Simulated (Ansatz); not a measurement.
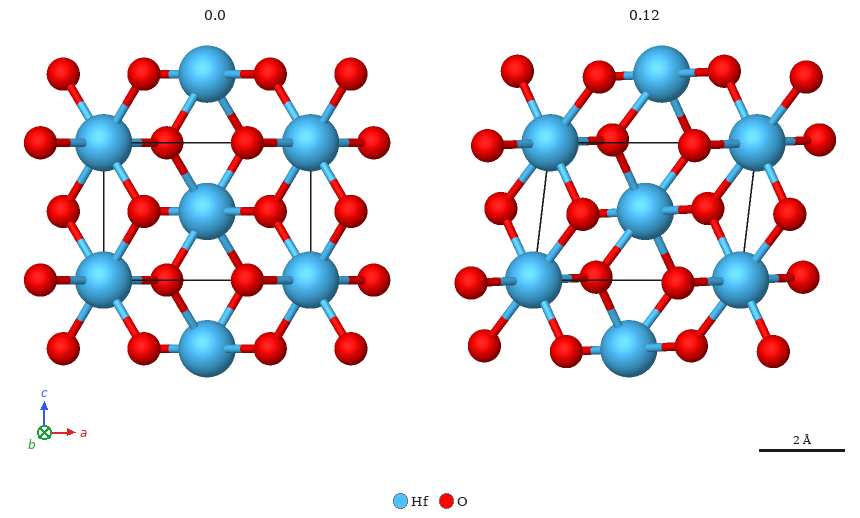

Solid HfO2 (set up in P4_2/mnm), under shear of c along a (cell held, atoms relaxed), with energies (extrapolated to zero smearing) counted from the relaxed crystal, which is the row at zero. The picture shows the first and the last member. The picture is a ball-and-stick view of the cell of the calculation, seen along the b axis.

Computed with Ansatz 0.2.0: DFT PBE, scalar-relativistic, plane waves, PAW. Settings: plane-wave cutoff 420 eV; k-point mesh 6 × 6 × 8; occupations gaussian; smearing width 0.02 eV; no spin polarisation; atoms relaxed in a fixed cell; force threshold 0.008 eV/Å.

```json
{"strain": "0.0", "energy (meV/atom)": "0.00", "a (Å)": "4.880", "c (Å)": "3.238", "band gap (eV)": "3.90"}
{"strain": "0.02", "energy (meV/atom)": "?", "a (Å)": "?", "c (Å)": "?", "band gap (eV)": "?"}
{"strain": "0.04", "energy (meV/atom)": "6.48", "a (Å)": "4.880", "c (Å)": "3.240", "band gap (eV)": "3.87"}
{"strain": "0.06", "energy (meV/atom)": "14.60", "a (Å)": "4.880", "c (Å)": "3.244", "band gap (eV)": "3.83"}
{"strain": "0.08", "energy (meV/atom)": "25.98", "a (Å)": "4.880", "c (Å)": "3.248", "band gap (eV)": "3.78"}
{"strain": "0.12", "energy (meV/atom)": "58.63", "a (Å)": "4.880", "c (Å)": "3.261", "band gap (eV)": "3.62"}
```

**Estimate the missing row from the others, and compare with the calculation.**

A parabola through three neighbouring rows (0.0, 0.04, 0.06) gives, with Lagrange weights, (0.3333)(0.00) + (1.0000)(6.48) + (−0.3333)(14.60) = 1.61 meV/atom. The calculation gives 1.64 meV/atom (a = 4.880 Å, c = 3.238 Å). The estimate is 0.03 meV/atom too low. For the gap a parabola through the rows 0.0, 0.04, 0.06 gives 3.89 eV, and the calculation 3.89 eV (semilocal gaps, lower than measured ones as a rule). From the first member to the last: Hf–O 2.104 → 2.150 Å, Hf–O 2.104 → 2.077 Å, Hf–Hf 3.238 → 3.261 Å.

The whole series:

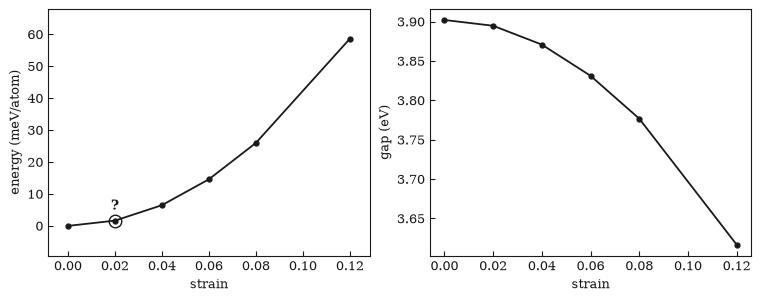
